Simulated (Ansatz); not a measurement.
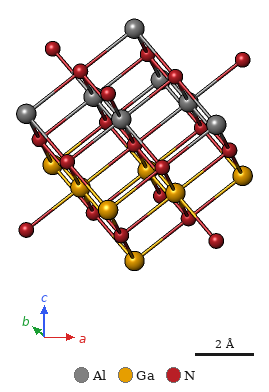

A crystal of Al2Ga3N5 (a generated structure, set up in R-3m) (coarse preliminary run), before the relaxation. The picture is a ball-and-stick view of the atoms within 5.0 Å of the atom that moves most (axes of the conventional cell (3 times the calculation's cell)), seen slightly off an axis. Lengths and directions refer to the drawn axes.

Level of theory: DFT PBE, scalar-relativistic, plane waves, PAW in Ansatz 0.2.0.

The input:
```yaml
crystal:
  lattice:
    - [1.69734996, 0.97996545, 13.85880436]
    - [-1.69734996, 0.97996545, 13.85880436]
    - [0.0, -1.95993091, 13.85880436]
  atoms:
    - { symbol: Al, position: [0.7, 0.7, 0.7] }
    - { symbol: Al, position: [0.3, 0.3, 0.3] }
    - { symbol: Ga, position: [0.1, 0.1, 0.1] }
    - { symbol: Ga, position: [0.9, 0.9, 0.9] }
    - { symbol: Ga, position: [0.5, 0.5, 0.5] }
    - { symbol: "N", position: [0.4, 0.4, 0.4] }
    - { symbol: "N", position: [0.0, 0.0, 0.0] }
    - { symbol: "N", position: [0.6, 0.6, 0.6] }
    - { symbol: "N", position: [0.2, 0.2, 0.2] }
    - { symbol: "N", position: [0.8, 0.8, 0.8] }
basis:
  ecutwfc: 420
kpoints:
  mp_grid: { grid: [6, 6, 6] }
hamiltonian:
  xc: pbe
scf:
  occupations: { method: gaussian, width: 0.1 }
  lower_state_search: "off"
output:
  forces: true
  stress: true
  eigenvalues: true
relax:
  adjacent_minimum: "off"
  f_tol: 0.04
  max_steps: 70
  cell: { stress_tol: 0.4 }
```

Launched with:
```bash
ansatz run input.yaml --threads 4 --pin off --max-ram 8192MiB --backend cpu --events-out ev --progress --plain --runs-dir out
```

Question: Predict the outcome.

Answer: The energy falls by 779 meV per atom in 7 accepted moves (9 points after the start). The largest force component goes from 0.69 to 0.0006 eV/Å. Pressure: −35.64 GPa at the start and 0.00 GPa at the end. The SCF was repeated twice at an unchanged geometry on a basis and grid sized afresh for the cell, which shifted the energy by 3.2 meV per atom at most. The largest moves relative to the cell, 0.11 Å, are those of N6 and N8. N8 goes along +c. By element the largest moves are N 0.11 Å, Ga 0.06 Å, Al 0.04 Å. The volume changes by −33.5 %, with a = b 3.395 → 2.962 Å (−12.8 %), c 41.576 → 36.328 Å (−12.6 %). Some distances before and after: Al2–N8 2.400 → 2.059 Å, Al1–N7 2.400 → 2.072 Å, Ga4–N9 2.400 → 2.111 Å, Ga4–N8 2.400 → 2.124 Å. Among the angles between lasting bonds that change: Al2–N8–Ga4 180.0° → 177.5°. The space group stays R-3m (No. 166). Cost: 61 s on 4 threads of AMD EPYC (Zen 3), on a shared host, peak memory 0.62 GiB.

History of the run:

| step | E − E(0), meV/atom | largest force component, eV/Å | pressure, GPa | volume, Å³/atom | note |
| --- | --- | --- | --- | --- | --- |
| 0 | 0.00 | 0.6867 | -35.64 | 13.831 |  |
| 1 | -423.08 | 0.5783 | -32.27 | 11.905 |  |
| 2 | -717.79 | 0.3645 | -17.78 | 10.169 |  |
| 3 | -731.98 | 1.1643 | 17.71 | 8.623 |  |
| 4 | -777.12 | 0.6673 | -0.02 | 9.228 |  |
| 5 | -782.11 | 0.1432 | -0.07 | 9.221 |  |
| 6 | -782.20 | 0.0089 | 0.01 | 9.218 |  |
| 7 | -778.95 | 0.0087 | -0.46 | 9.218 | same geometry, new basis |
| 8 | -779.05 | 0.0006 | 0.01 | 9.199 |  |
| 9 | -778.99 | 0.0006 | 0.00 | 9.199 | same geometry, new basis |

Final geometry:

```
CELL_PARAMETERS angstrom
1.48088 0.85498 12.10933
-1.48088 0.85498 12.10933
0.00000 -1.70997 12.10933
ATOMIC_POSITIONS crystal
Al 0.69888 0.69888 0.69888
Al 0.30112 0.30112 0.30112
Ga 0.09845 0.09845 0.09845
Ga 0.90155 0.90155 0.90155
Ga 0.50000 0.50000 0.50000
N 0.39711 0.39711 0.39711
N 0.00000 0.00000 0.00000
N 0.60289 0.60289 0.60289
N 0.20081 0.20081 0.20081
N 0.79919 0.79919 0.79919
```

The end point in the same view:

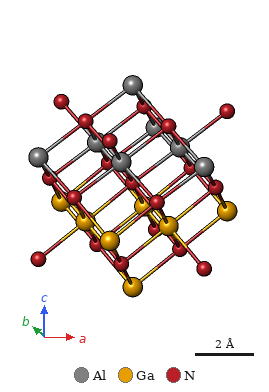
